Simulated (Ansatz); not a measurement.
Ti35O72Sr: several calculations on one system

**1. Relaxation**

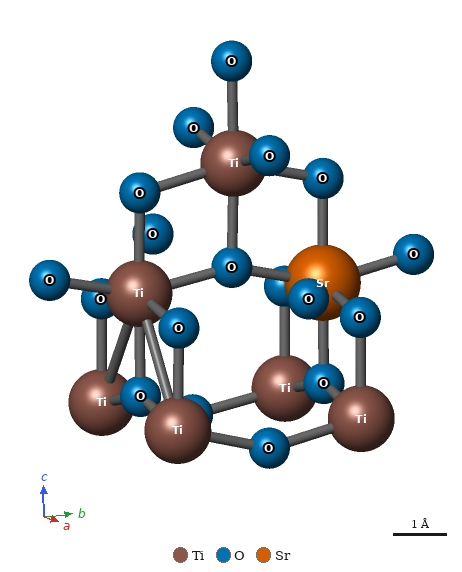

Starting structure of a defect cell of composition Ti₃₅O₇₂Sr (cell charge −1). A ball-and-stick model of the atoms within 4.2 Å of the atom that moves most (axes of the cell of the calculation (origin shifted)), seen slightly off an axis.

All numbers below come from DFT, PBEsol, PAW, plane waves (Ansatz).

Settings: plane-wave cutoff 420 eV; k-point mesh 1 × 1 × 1; mesh shifted by (0.25, 0.25, 0.25); collinear spin; atoms relaxed in a fixed cell; force threshold 0.03 eV/Å; at most 80 steps.

```xyz
108
Lattice="11.3113 0.0000 0.0000 0.0000 11.3113 0.0000 0.0000 0.0000 9.5484" Properties=species:S:1:pos:R:3 pbc="T T T"
Ti    0.0109   11.3078    0.0080
Ti   11.2904    3.7519    9.5307
Ti    0.0240    7.5506    9.5218
Ti    3.7567    0.0051    0.0103
Ti    3.7349    3.7444    9.5295
Ti    3.8005    7.5323    0.0002
Ti    7.5552    0.0268    0.0195
Ti    7.5205    3.7903    0.0006
Ti    7.5429    7.5053    9.5448
Ti    0.0052    1.8638    2.3677
Ti   11.2962    5.6494    2.4199
Ti   11.3065    9.4070    2.3820
Ti    3.7575    1.9028    2.3839
Ti    3.7805    5.6841    2.4059
Ti    3.7740    9.4196    2.3997
Ti    7.5114    1.8703    2.4344
Ti    7.5370    5.6553    2.4142
Ti    7.4954    9.4176    2.4101
Ti    1.8614   11.2537    7.1418
Ti    1.8722    3.7478    7.2039
Ti    1.8447    7.5812    7.1327
Ti    5.6793    0.0299    7.1602
Ti    5.6597    3.8189    7.1720
Ti    5.6544    7.5600    7.1893
Ti    9.4453   11.3062    7.1680
Ti    9.3959    3.7629    7.1331
Ti    9.4593    7.5457    7.1734
Ti    1.8858    1.9236    4.7803
Ti    1.8863    5.6514    4.7692
Ti    1.9051    9.4283    4.7720
Ti    5.6086    1.8791    4.7813
Ti    5.6293    9.4271    4.7678
Ti    9.4384    1.8681    4.7757
Ti    9.4091    5.6410    4.7600
Ti    9.4151    9.4288    4.7762
O     0.0042    0.0146    1.9568
O     0.0111    3.7520    1.9643
O    11.2778    7.5642    1.9992
O     3.7701    0.0256    1.9982
O     3.7567    3.7820    2.0189
O     3.7698    7.5513    1.9837
O     7.5127    0.0397    2.0014
O     7.5534    3.7451    1.9737
O     7.5364    7.5330    1.9899
O    11.3092    1.8613    4.3537
O    11.3082    5.6528    4.3840
O     0.0086    9.4268    4.3841
O     3.7799    1.8842    4.3899
O     3.7615    5.6815    4.3746
O     3.7538    9.4003    4.3723
O     7.5323    1.8816    4.4135
O     7.5294    5.6390    4.3675
O     7.5210    9.4489    4.3804
O     0.0305    1.9212    0.3998
O    11.2838    5.6519    0.4062
O    11.3033    9.4419    0.4000
O     3.7783    1.8874    0.3996
O     3.7593    5.6636    0.4215
O     3.7819    9.4780    0.3782
O     7.5450    1.8557    0.3938
O     7.5334    5.6662    0.3903
O     7.4959    9.4617    0.4080
O     0.0265    0.0137    7.5662
O    11.2953    3.7524    7.5835
O     0.0059    7.5496    7.5721
O     3.7350   11.3012    7.5495
O     3.7952    3.7861    7.5705
O     3.7747    7.5362    7.6233
O     7.4909    0.0078    7.5619
O     7.5663    3.7443    7.6227
O     7.5600    7.5747    7.5986
O     1.8432    1.8845    2.7758
O     1.8693    5.6630    2.7998
O     1.9106    9.4308    2.7825
O     5.6745    1.8840    2.8034
O     5.6904    5.6729    2.8004
O     5.6407    9.4222    2.8147
O     9.4543    1.9071    2.8339
O     9.4249    5.6698    2.7517
O     9.3899    9.4461    2.7895
O     1.9102    0.0033    9.1711
O     1.8795    3.7523    9.1556
O     1.8836    7.5660    9.1026
O     5.6499   11.3105    9.1652
O     5.6655    3.7730    9.1472
O     5.6485    7.5413    9.1677
O     9.4082    0.0020    9.1751
O     9.4281    3.7868    9.1445
O     9.4217    7.5629    9.1755
O     1.8830    0.0074    5.1843
O     1.9073    3.7514    5.2191
O     1.8862    7.5384    5.1741
O     5.6688    0.0060    5.1682
O     5.6661    3.7771    5.1656
O     5.6298    7.5531    5.1572
O     9.3999    0.0352    5.1605
O     9.4012    3.7668    5.1460
O     9.4340    7.5331    5.1824
O     1.8789    1.8631    6.7439
O     1.9071    5.6625    6.7643
O     1.8842    9.4167    6.7473
O     5.6707    1.8698    6.7324
O     5.6127    5.6869    6.7455
O     5.6604    9.4524    6.7428
O     9.4088    1.8754    6.7692
O     9.4359    5.6726    6.7375
O     9.4120    9.4293    6.7396
Sr    5.6684    5.6536    4.7456
```

Q: Where does the relaxation end?

A: Over 18 geometry steps the energy falls by 7.226 eV per cell of the calculation. Largest force component: 8.4 eV/Å at the start, 0.025 eV/Å at the end. The atom that moves furthest is O94 (0.83 Å along [0 −1 1]). By element the largest moves are O 0.83 Å, Sr 0.44 Å, Ti 0.36 Å. The cell doesn't change. Some distances before and after: Ti31–O102 1.952 → 2.749 Å, Ti23–Ti31 3.079 → 3.578 Å, O76–Sr108 1.945 → 2.386 Å, O95–Sr108 1.944 → 2.381 Å. Bonds break, among them: Ti31–O102 (1.95 → 2.75 Å). Bond angles that change, for instance: Ti23–O94–Ti31 102.6° → 143.9°, Ti31–O94–Sr108 155.9° → 121.7°, O49–Sr108–O52 157.5° → 133.4°. The run took 26 s on 1 × NVIDIA GB200 with 8 threads of Arm Neoverse-V2, peak memory 2.2 GiB.

The end point in the same view:

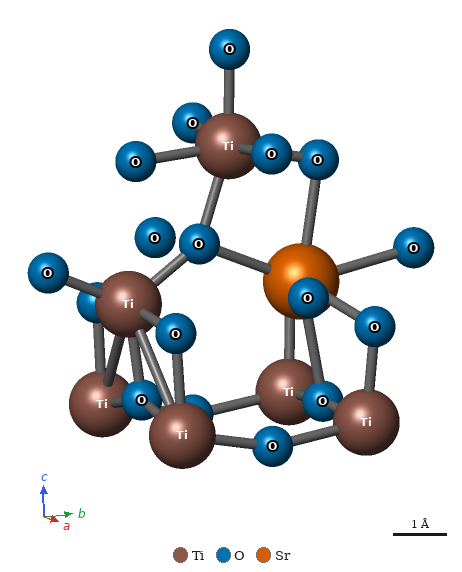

Limits of the set-up: the cell is charged, on a uniform background, and energies carry no finite-size correction.

**2. Relaxation**

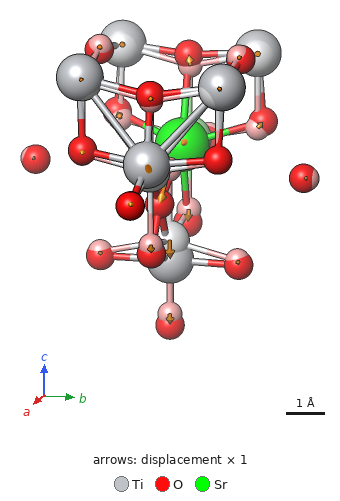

This is a relaxation of a defect cell of composition Ti35O72Sr. The starting structure is drawn faded, the final one solid; orange arrows show the displacements, at their true length.

A ball-and-stick model of the atoms within 4.2 Å of the atom that moves most (axes of the cell of the calculation (origin shifted)), seen slightly off an axis.

Method: DFT, PBEsol, PAW, plane waves (Ansatz). Set-up: plane-wave cutoff 420 eV; k-point mesh 1 × 1 × 1; mesh shifted by (0.25, 0.25, 0.25); no spin polarisation; atoms relaxed in a fixed cell; force threshold 0.03 eV/Å; at most 80 steps.

### Which element moves most?

Oxygen: up to 1.19 Å, against 0.66 Å for strontium.

### What happened in the run?

The largest move is that of an O atom, 1.19 Å along [1 0 −1]. Largest moves by element: O 1.19 Å, Sr 0.66 Å, Ti 0.55 Å. The lattice vectors keep their values. Among the contacts that change: O–O 2.491 → 1.448 Å, Ti–Ti 3.001 → 3.948 Å, O–Sr 1.943 → 2.531 Å, O–Ti 2.009 → 2.585 Å. Among the angles between lasting bonds that change: Ti–O–Ti 101.6° → 166.2°, Ti–O–Sr 156.7° → 106.3°, O–Sr–O 103.1° → 133.0°. Over 27 geometry steps the energy falls by 7.890 eV per cell of the calculation. The largest force component goes from 6.9 to 0.022 eV/Å.

**3. Defect**

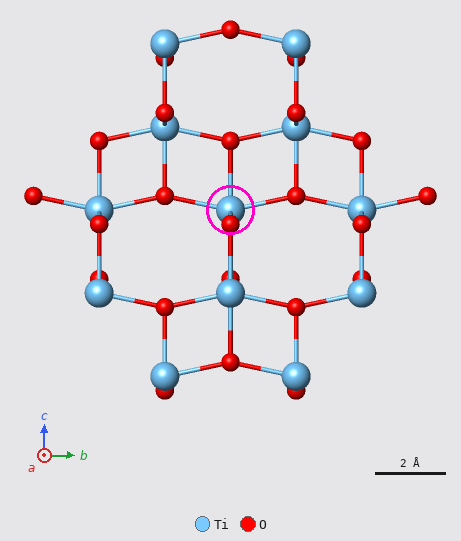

Perfect TiO$_{2}$. The picture is a ball-and-stick view of the atoms within 6.0 Å of one point, in a slice 5.0 Å thick across the line of sight, seen along the a axis.

Method: DFT, PBEsol, PAW, plane waves (Ansatz). Set-up: plane-wave cutoff 420 eV; k-point mesh 1 × 1 × 1; mesh shifted by (0.25, 0.25, 0.25); no spin polarisation. Fermi-Dirac smearing of 0.01 eV. The axes drawn are those of the host's conventional cell.

A titanium atom is replaced by strontium at the ringed place, in charge state 0. The supercell has 108 sites, and the atoms are relaxed at the host's cell.

> How do the neighbours respond?

In the host the Ti atom has 6 O at 1.93 to 1.98 Å; the Sr atom ends with 6 O at 2.24 to 2.53 Å. Of the host's atoms, an oxygen atom moves furthest from its site, by 1.21 Å. The Sr atom itself moves 0.70 Å from where it was put.

The relaxed defect, seen from the same direction:

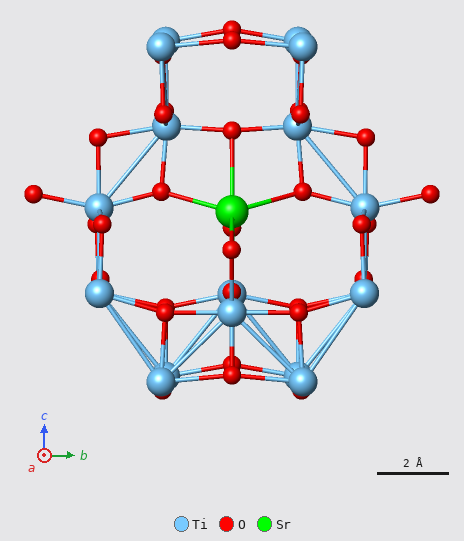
